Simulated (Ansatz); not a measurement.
## Geometry relaxation of B₁₆P₁₇ (charge +1) (part 2 of 3)

The same run, continued: B₁₆P₁₇ (defect cell, 33 atoms in the cell, total charge +1); DFT PBE, scalar-relativistic, plane waves, PAW, no spin polarisation (Ansatz 0.2.0); cutoff 420 eV, 2×2×2 k-mesh, Gaussian smearing of 0.01 eV. The structure derives from a Materials Project entry. It belongs to a series of runs on one base structure; here: P interstitial, charge +1, atoms relaxed at the host's cell.

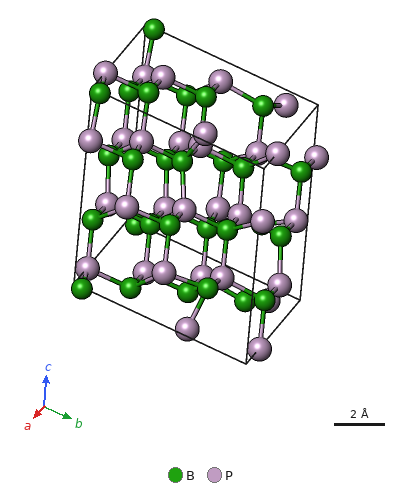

Fig. 1: The geometry at step 7 of the log (ball-and-stick view of the cell of the calculation, seen slightly off an axis).

## What the program printed, continued
```
relax step   5: F+E_penalty+E_count = -15357.49057101 eV  Δ(F+E_penalty+E_count) = -3.414e-3 eV  max|allowed force component| = 1.836e-1 eV/Å  Δτ_max = 0.1964 Å  (6 SCF iters, dr2 threshold 4.76e-5 eV, accepted)
SCF iter   1: F=—  HF=-15357.521241 eV  |F-HF|=—  |Δ(HF+E_count)|=         —  Δρ=3.64e-3  dr2=5.56e-2  ethr=1.73e-3  ⟨swp⟩=4.8  Hψ=936  notcnv=0  defer=108
preconditioner: auto → Resta (q_TF=auto, 2.291 Å⁻¹)  ε∞=5.2  [insulator: Δε(μ)=0.241 eV  Ē_g=10.686 eV  σ=0.010 eV  W_gap=1.00  n_scr=78 (ndim 8)  ℏωp=22.0 eV  f_vac=0.000  D(μ)=0.00/eV (n_scr^D=0)  ε∞_Penn≈5.2]
SCF iter   2: F=—  HF=-15357.510103 eV  |F-HF|=—  |Δ(HF+E_count)|=   1.11e-2  Δρ=1.69e-3  dr2=7.35e-3  ethr=4.21e-5  ⟨swp⟩=2.8  Hψ=547  notcnv=0  defer=110
SCF iter   3: F=—  HF=-15357.508722 eV  |F-HF|=—  |Δ(HF+E_count)|=   1.38e-3  Δρ=6.19e-4  dr2=1.12e-3  ethr=5.57e-6  ⟨swp⟩=2.2  Hψ=428  notcnv=0  defer=110
SCF iter   4: F=—  HF=-15357.508544 eV  |F-HF|=—  |Δ(HF+E_count)|=   1.78e-4  Δρ=1.09e-4  dr2=3.33e-5  ethr=8.46e-7  ⟨swp⟩=2.0  Hψ=502  notcnv=0  defer=110
SCF iter   5: F=-15357.508551 eV  HF=-15357.508551 eV  |F-HF|=9.15e-9  |Δ(HF+E_count)|=   7.31e-6  Δρ=2.40e-5  dr2=2.55e-6  ethr=2.93e-9  ⟨swp⟩=21.0  Hψ=4118  notcnv=0
SCF 6 converged in 5 iterations: F = -15357.508551 eV  dr2 = 2.55e-6
  Residual-converged pass: ⟨swp⟩=1.5  Hψ=414  notcnv=0  max |occ|·‖R‖ = 6.9e-9 eV (tolerance 1.0e-8 eV)  dr2=2.55e-6  dr2_onsite=2.83e-8  max |Δocc| = 1.9e-62
  greatest PAW one-centre occupation: 0.799 electrons in one spin orbital (limit 2), on the P atom at site 32 (counted from 0), in its partial waves of l = 0
relax step   6: F+E_penalty+E_count = -15357.50855133 eV  Δ(F+E_penalty+E_count) = -1.798e-2 eV  max|allowed force component| = 7.578e-2 eV/Å  Δτ_max = 0.1198 Å  (5 SCF iters, dr2 threshold 3.87e-6 eV, accepted)
SCF iter   1: F=—  HF=-15357.511433 eV  |F-HF|=—  |Δ(HF+E_count)|=         —  Δρ=1.07e-3  dr2=4.54e-3  ethr=5.71e-5  ⟨swp⟩=4.2  Hψ=818  notcnv=0  defer=110
preconditioner: auto → Resta (q_TF=auto, 2.291 Å⁻¹)  ε∞=5.2  [insulator: Δε(μ)=0.179 eV  Ē_g=10.683 eV  σ=0.010 eV  W_gap=1.00  n_scr=78 (ndim 8)  ℏωp=22.0 eV  f_vac=0.000  D(μ)=0.00/eV (n_scr^D=0)  ε∞_Penn≈5.2]
SCF iter   2: F=—  HF=-15357.510523 eV  |F-HF|=—  |Δ(HF+E_count)|=   9.10e-4  Δρ=5.30e-4  dr2=7.92e-4  ethr=3.44e-6  ⟨swp⟩=2.0  Hψ=521  notcnv=0  defer=110
SCF iter   3: F=—  HF=-15357.510370 eV  |F-HF|=—  |Δ(HF+E_count)|=   1.53e-4  Δρ=1.40e-4  dr2=8.20e-5  ethr=6.00e-7  ⟨swp⟩=2.0  Hψ=517  notcnv=0  defer=110
SCF iter   4: F=—  HF=-15357.510296 eV  |F-HF|=—  |Δ(HF+E_count)|=   7.45e-5  Δρ=3.65e-5  dr2=4.53e-6  ethr=6.21e-8  ⟨swp⟩=2.2  Hψ=515  notcnv=0  defer=110
SCF iter   5: F=-15357.510297 eV  HF=-15357.510297 eV  |F-HF|=6.20e-8  |Δ(HF+E_count)|=   7.59e-7  Δρ=8.31e-6  dr2=3.75e-7  ethr=4.99e-10  ⟨swp⟩=19.8  Hψ=3606  notcnv=0
SCF 7 converged in 5 iterations: F = -15357.510297 eV  dr2 = 3.75e-7
relax step   7: F+E_penalty+E_count = -15357.51029655 eV  Δ(F+E_penalty+E_count) = -1.745e-3 eV  max|allowed force component| = 2.169e-2 eV/Å  Δτ_max = 0.0474 Å  (5 SCF iters, dr2 threshold 6.59e-7 eV, accepted)
iter 1 solved again at ethr=2.83e-10 eV; its pass at ethr=3.10e-3 eV (dr2=3.74e-7 eV) is discarded
SCF iter   1: F=—  HF=-15357.510295 eV  |F-HF|=—  |Δ(HF+E_count)|=         —  Δρ=8.30e-6  dr2=3.74e-7  ethr=2.83e-10  ⟨swp⟩=1.0  Hψ=944  notcnv=0
preconditioner: auto → Resta (q_TF=auto, 2.291 Å⁻¹)  ε∞=5.2  [insulator: Δε(μ)=0.180 eV  Ē_g=10.682 eV  σ=0.010 eV  W_gap=1.00  n_scr=78 (ndim 8)  ℏωp=22.0 eV  f_vac=0.000  D(μ)=0.00/eV (n_scr^D=0)  ε∞_Penn≈5.2]
SCF iter   2: F=-15357.510297 eV  HF=-15357.510297 eV  |F-HF|=3.97e-8  |Δ(HF+E_count)|=   1.19e-6  Δρ=4.83e-6  dr2=9.30e-8  ethr=7.58e-11  ⟨swp⟩=7.0  Hψ=2232  notcnv=0
SCF 8 converged in 2 iterations: F = -15357.510297 eV  dr2 = 9.30e-8
relax step   8: F+E_penalty+E_count = -15357.51029668 eV  Δ(F+E_penalty+E_count) = -1.292e-7 eV  max|allowed force component| = 2.171e-2 eV/Å  Δτ_max = 0.0000 Å  (2 SCF iters, accepted)
SCF converged after 2 iterations
Free energy (F): -15357.510297 eV
Harris-Foulkes:  -15357.510297 eV  (|F-HF|=3.97e-8)
Internal energy: -15357.510297 eV  (E = F + TS)
E sigma→0 (E₀):  -15357.510297 eV
Fermi energy:    9.773573 eV
--- Per-component energies (eV) ---
  E_band       = 409.131077
  E_kinetic    = 2026.083951
  E_local      = -1098.806335  (includes V_loc(G=0)·N_el)
  E_nonlocal   = 756.404082
  E_hartree    = 281.403672
  E_xc         = -1576.627877
  E_vxc        = -1666.123314  (∫ρ·V_xc dr)
  E_paw        = -10937.168040  (= ΣΔE_a)
  E_vpaw       = -171.233930  (= ΣTr[D̂ρ^β])
  E_aug_tail   = 0.000008  (compensation charges beyond the density's cutoff)
  E_ewald      = -4808.799757
  E_smearing   = -0.000000  (= −TS)
  E_closure    = 0.000000  (closes the sum)
  E_deformation_potential = 16.780567  (in the stress; not in F)
  Σ components = -15357.510297   (vs F -15357.510297, Δ=0.00e0)
--- Forces (eV/Å), atoms counted from 1 ---
  atom   1  B      0.00123586     0.00299816    -0.00051145
  atom   2  B     -0.00135062    -0.00051038    -0.00041786
  atom   3  B     -0.00325766    -0.00359445     0.00062154
  atom   4  B     -0.00121524     0.00004592    -0.00082754
  atom   5  B     -0.00014778     0.00260095     0.00094619
  atom   6  B      0.00287651    -0.00129865     0.00181806
  atom   7  B      0.00438936    -0.00249609     0.00249730
  atom   8  B      0.00806467    -0.00325158     0.00147840
  atom   9  B     -0.00278402     0.00135101     0.00293671
  atom  10  B     -0.00147748     0.00259986    -0.00068278
  atom  11  B      0.00519853     0.00259317    -0.00348543
  atom  12  B     -0.00717565     0.00000176    -0.00524396
  atom  13  B      0.00091057    -0.00951727    -0.01781373
  atom  14  B     -0.00237206    -0.00034033    -0.00592206
  atom  15  B     -0.00728294    -0.00296729     0.01459335
  atom  16  B     -0.00038180     0.00034756     0.00018011
  atom  17  P     -0.00063963    -0.00074576     0.00274003
  atom  18  P      0.00061761    -0.00102656     0.00169187
  atom  19  P     -0.00186900     0.01054604     0.00433534
  atom  20  P      0.00454200     0.00192432    -0.00165983
  atom  21  P     -0.00042468     0.00011253    -0.00115052
  atom  22  P      0.00283175    -0.00282616    -0.00136163
  atom  23  P      0.00010483     0.00114935    -0.00120536
  atom  24  P      0.00400564    -0.01075712     0.00279422
  atom  25  P     -0.00697298     0.00415255    -0.00124238
  atom  26  P      0.00026639    -0.00058377     0.00210863
  atom  27  P      0.00025863    -0.00206267     0.00031073
  atom  28  P      0.00092579    -0.00384177    -0.00401078
  atom  29  P      0.00001073     0.00928372    -0.00896696
  atom  30  P     -0.00212915    -0.00205238    -0.00101543
  atom  31  P      0.00318458     0.00767487     0.02171127
  atom  32  P     -0.00318447    -0.00481494     0.00797299
  atom  33  P      0.00325300     0.00537409    -0.01325592
  max |Σ_I F_I| component: 6.87e-5 eV/Å
--- Charged-cell corrections in eV (Makov–Payne, q = +1.000 e, ε = 9.256) ---
  F (periodic)     = -15357.510297  (uncorrected; the corrections below are reported, never added to it)
  E_corr1          = +0.311190  (monopole, q²α_M/2εL)
  F Makov-Payne    = -15357.199107  (F + E_corr1; no measured alignment; for a localised charge, not one spread in a band: unchecked)
  no potential alignment in this run, which stands beside a crystal: run the host's input off ansatz write-host-input, and read the two finished runs by ansatz place-levels (neither reads a slab, a wire or a sheet, whose cell leaves a vacuum)
--- Band table (eV) ---
  k-point 0: bands = ["-5.6175", "-5.0093", "-4.8342", "-4.8304", "-2.9584", "-2.7498", "-2.4234", "-2.4180", "-2.3004", "-2.2351", "-2.1890", "-2.1739", "-2.1610", "-2.0918", "-2.0716", "-2.0631", "0.0255", "1.3570", "1.3827", "1.5394", "1.7860", "1.8038", "1.8379", "1.8584", "1.8986", "1.9274", "2.0113", "2.0149", "3.8535", "3.9053", "4.1629", "4.1848", "4.5433", "4.5725", "4.6126", "4.6772", "4.7285", "4.7626", "4.7681", "4.7846", "4.8280", "4.8768", "4.9140", "4.9655", "6.0878", "6.0962", "6.2043", "6.2414", "6.2486", "6.3306", "6.3524", "6.3531", "6.3698", "6.5053", "6.7027", "6.7108", "7.9571", "8.2237", "8.2647", "8.3223", "8.4381", "8.5040", "8.5166", "8.5613", "8.5800", "9.5592", "9.6837", "11.2956", "11.4984", "11.8817", "11.8942", "11.9288", "11.9973", "12.0953", "12.1007", "12.4495", "12.6806", "13.1605", "13.1706", "13.3250", "13.9433", "14.0258", "14.1580", "14.2117", "14.2720", "14.2934", "14.4007", "14.4080", "14.8292", "14.8993", "15.2403", "15.4468", "15.4726", "15.8292", "15.8465", "15.9796", "15.9804", "16.0939", "16.1029"]
  k-point 1: bands = ["-5.8871", "-4.9202", "-4.1769", "-4.0916", "-4.0587", "-3.3700", "-3.0020", "-2.9625", "-2.8471", "-2.7140", "-2.0656", "-1.7578", "-1.6741", "-1.6541", "-1.0327", "-0.9728", "-0.0128", "0.8946", "0.9182", "1.3646", "1.4862", "1.5092", "1.6867", "1.8237", "1.8372", "1.9783", "2.6272", "3.2529", "3.2783", "3.4137", "3.4292", "4.1393", "4.2478", "4.3038", "4.4588", "4.5549", "4.7168", "4.7493", "4.8312", "5.2404", "5.4620", "5.5043", "5.6313", "5.7004", "5.7131", "5.7629", "5.7952", "5.8821", "5.9086", "6.0003", "6.2890", "6.4829", "6.5011", "7.3513", "7.3672", "7.5263", "7.5927", "7.6566", "7.6686", "7.7449", "7.7784", "8.2244", "8.2815", "8.3149", "9.0309", "9.8634", "10.1408", "10.6556", "11.5920", "12.2436", "12.6222", "12.7688", "12.8336", "13.0087", "13.0541", "13.0728", "13.2104", "13.2363", "13.3545", "13.3685", "13.5631", "13.5699", "13.9727", "14.0172", "14.3747", "14.4401", "14.4681", "14.6671", "14.7809", "14.8051", "14.8829", "14.9020", "14.9497", "14.9795", "15.2453", "15.3365", "15.5077", "15.5220", "15.6441"]
  k-point 2: bands = ["-5.9052", "-4.7018", "-4.5149", "-4.0758", "-4.0070", "-3.2419", "-3.1689", "-3.0300", "-2.7078", "-2.6616", "-1.9323", "-1.8613", "-1.6812", "-1.6280", "-0.9916", "-0.9389", "-0.3542", "0.8725", "1.2586", "1.2864", "1.4263", "1.5737", "1.6721", "1.7901", "1.9090", "1.9932", "2.7732", "3.0209", "3.1838", "3.4148", "3.5547", "4.0955", "4.2300", "4.3802", "4.4692", "4.5117", "4.6195", "4.6377", "4.7617", "5.3429", "5.4938", "5.5456", "5.5978", "5.6887", "5.7760", "5.8076", "5.8422", "5.9769", "6.0800", "6.1570", "6.2052", "6.3067", "6.4255", "7.2115", "7.3651", "7.4551", "7.4648", "7.6283", "7.7226", "7.8001", "7.9466", "8.1575", "8.2921", "8.5851", "8.8265", "9.3689", "10.1457", "11.6910", "12.0226", "12.0899", "12.3539", "12.4693", "12.7576", "12.7951", "12.8984", "12.9170", "13.1136", "13.2670", "13.3183", "13.4921", "13.6346", "13.7653", "13.8248", "13.9701", "14.3724", "14.4616", "14.5263", "14.5875", "14.7016", "14.8476", "14.8620", "14.9718", "15.0470", "15.1121", "15.1397", "15.3091", "15.3686", "15.4512", "15.5007"]
  k-point 3: bands = ["-5.9062", "-4.6822", "-4.5324", "-4.0764", "-4.0113", "-3.2299", "-3.1848", "-3.0241", "-2.7161", "-2.6530", "-1.9136", "-1.8780", "-1.6746", "-1.6325", "-0.9915", "-0.9305", "-0.3739", "0.8836", "1.2684", "1.2772", "1.4508", "1.5520", "1.6686", "1.8088", "1.9125", "1.9718", "2.7672", "3.0566", "3.1433", "3.4268", "3.5201", "4.1211", "4.2113", "4.3303", "4.5010", "4.5249", "4.6384", "4.6586", "4.7772", "5.3394", "5.4927", "5.5484", "5.6071", "5.6997", "5.7579", "5.7911", "5.8499", "5.9806", "6.0375", "6.1597", "6.1931", "6.3376", "6.4235", "7.2129", "7.3881", "7.4477", "7.4678", "7.6209", "7.7213", "7.7921", "7.9394", "8.1562", "8.2859", "8.5789", "8.8271", "9.4597", "10.0233", "11.7772", "12.0450", "12.0604", "12.3491", "12.4620", "12.7370", "12.8214", "12.8806", "12.9243", "13.1155", "13.2830", "13.2892", "13.5069", "13.6051", "13.7606", "13.8123", "14.0187", "14.3822", "14.4999", "14.5317", "14.5682", "14.7219", "14.8233", "14.8662", "14.9535", "14.9972", "15.1270", "15.1466", "15.3321", "15.3922", "15.4302", "15.5137"]
--- Relaxed structure (8 steps of the walk, 8 accepted, 0 SCFs on fresh bases) ---
  F+E_penalty+E_count = -15357.51029668 eV   max|allowed force component| = 2.171e-2 eV/Å
  atoms:
    - { symbol: B, position: [0.5143944270405154, 0.2648707574797136, 0.2540977168935605] }
    - { symbol: B, position: [0.2472295229630433, 0.2516661168949023, 0.49072870844522304] }
    - { symbol: B, position: [0.0033269015364387478, 0.2650794748249422, 0.7446557835790277] }
    - { symbol: B, position: [0.5156702792056558, 0.7541933077012186, 0.7444079989375347] }
    - { symbol: B, position: [0.4998209499301578, 0.5047201734554743, -0.0002706446090625682] }
    - { symbol: B, position: [0.2572844821829073, 0.5164698253106446, 0.25354330280642406] }
    - { symbol: B, position: [0.010882589519508597, 0.5062267120167141, 0.5112063878193818] }
    - { symbol: B, position: [0.7104269951249869, 0.46245220392045805, 0.7210944173262208] }
    - { symbol: B, position: [0.7536321908315603, 0.25083504310766525, 0.9995048608850088] }
    - { symbol: B, position: [0.4983952362579598, -0.00641556284587564, 0.4876543358966098] }
    - { symbol: B, position: [0.26052492816160433, 0.010779341695690614, 0.7463536066254569] }
    - { symbol: B, position: [0.3041280505475396, 0.7758433670881981, 0.0010583642992662845] }
    - { symbol: B, position: [0.9929059506112213, 0.7454116171713053, 0.2804377680003867] }
    - { symbol: B, position: [0.7569090480682624, 0.7611724076100266, 0.5083194901071661] }
    - { symbol: B, position: [0.020942561559425078, 0.05226611108260863, 0.0014971030281596964] }
    - { symbol: B, position: [0.7672100558596444, 0.008541355079137558, 0.2537880192407697] }
    - { symbol: P, position: [0.5266830161401317, 0.019478369839572504, 0.25765006065064533] }
    - { symbol: P, position: [0.25351305802048363, 0.0040906761912413575, 0.4920581255328642] }
    - { symbol: P, position: [0.009564119313634822, 0.02134948691369265, 0.7418467226935961] }
    - { symbol: P, position: [0.4878501305475882, 0.49614703581708575, 0.7422176662958226] }
    - { symbol: P, position: [0.5070536949366496, 0.25806959090628123, 0.00017283503529272326] }
    - { symbol: P, position: [0.26807868996460216, 0.2758638688407059, 0.25745447035539704] }
    - { symbol: P, position: [0.007199374319690838, 0.25714788247301607, 0.49937155195940597] }
    - { symbol: P, position: [0.7420883547771353, 0.23443635332817137, 0.7376563161328271] }
    - { symbol: P, position: [0.7605146932559037, 0.00343003197050773, -0.0002326020508401916] }
    - { symbol: P, position: [0.5071348105566515, 0.7557781158442649, 0.4979350498288854] }
    - { symbol: P, position: [0.2720379221265442, 0.7606149280649246, 0.7414831193113919] }
    - { symbol: P, position: [0.25173306307489407, 0.5126561956390125, -0.00026995308920299554] }
    - { symbol: P, position: [0.004626711488124352, 0.49727742166353095, 0.2613079120949584] }
    - { symbol: P, position: [0.7623800543653798, 0.5129020885665608, 0.5099872502538355] }
    - { symbol: P, position: [-0.07970637019809529, 0.6330223807034394, 0.001473846708859694] }
    - { symbol: P, position: [0.746105786410586, 0.7542964548515197, 0.2569391568144458] }
    - { symbol: P, position: [0.09542320899966253, -0.15236359080635292, -0.03448508730932055] }
```

## Trajectory as extended XYZ (Å, eV, eV/Å), 8 frames, from step=1 to step=8
```
33
Lattice="-4.5482 -4.5482 -4.5482 -4.5482 4.5482 4.5482 4.5482 4.5482 -4.5482" Properties=species:S:1:pos:R:3:forces:R:3 step=1 energy=-15357.20604
B    -2.3973    0.0150   -2.2979    0.5849   0.2415   0.1576
B    -0.0480    2.2692   -2.2315    0.1022  -0.0259   0.0392
B     2.1704    4.5814   -2.1950    0.1280  -0.0776  -0.1767
B    -2.3991    4.4680   -2.3029   -0.1318  -0.0213  -0.2317
B    -4.5711    0.0320    0.0223    0.0109  -0.0270   0.0141
B    -2.3627    2.3327    0.0116   -0.0386   0.1370   0.3100
B    -0.0328    4.5814   -0.0744   -0.1223   0.1247  -0.0414
B    -2.0556    2.1711   -4.4553   -0.1593  -0.2519  -0.0242
B    -0.0234    2.2644   -6.8294    0.0585   0.0414   0.1849
B    -0.0114   -0.0802   -4.5148    0.1530  -0.0111   0.0143
B     2.1399    2.2744   -4.5153    0.3755  -0.5262  -0.3677
B    -4.9002    2.1881    2.1988    0.2876  -0.4247   0.1146
B    -6.6545    0.1678   -2.3688   -0.2348  -0.4449  -0.1298
B    -4.5960    2.3326   -2.2811   -0.0735  -0.0499  -0.2527
B    -0.3121    0.1667    0.0793    0.5151  -0.1546   0.7669
B    -2.3626   -2.2790   -4.5862   -0.0680  -0.3092  -0.1693
P    -1.2707   -1.1547   -3.4775   -0.3611   0.8900   0.5436
P     1.0705    1.1147   -3.3759   -0.2651  -0.1098   0.1823
P     3.2289    3.4148   -3.3518    0.1440   0.4924   0.7790
P    -1.1223    3.4235   -3.3661    0.0281   0.2278  -0.0049
P    -3.4558   -1.1340   -1.1104   -0.6507   0.3710  -0.5494
P    -1.2740    1.2359   -1.1106   -0.7214  -0.5315  -1.2123
P     1.0688    3.4108   -1.1347    0.0487   0.0830  -0.0629
P    -1.0761    1.0415   -5.6482    0.1337  -0.2832  -0.1983
P    -3.4811   -3.4335   -3.4418   -0.0722  -0.0998   0.0017
P    -3.4794    3.3952   -1.1348    0.0077   0.0743  -0.0481
P    -1.3488    5.5924   -1.1738    0.1610  -0.0541   0.3858
P    -3.4811    1.2025    1.1964    0.0666  -0.1994  -0.0473
P    -1.1043    3.4423    1.0550    0.1308   0.0280  -0.0538
P    -3.4776    1.2025   -3.4659   -0.0650  -0.3447   0.2631
P    -2.5586    3.1275    3.0702    0.6283   0.9909  -0.0078
P    -5.6610    1.2103   -1.1268    0.0339  -0.1647   0.2263
P     0.1527   -1.3954   -0.7756   -0.6346   0.4095  -0.4049
```
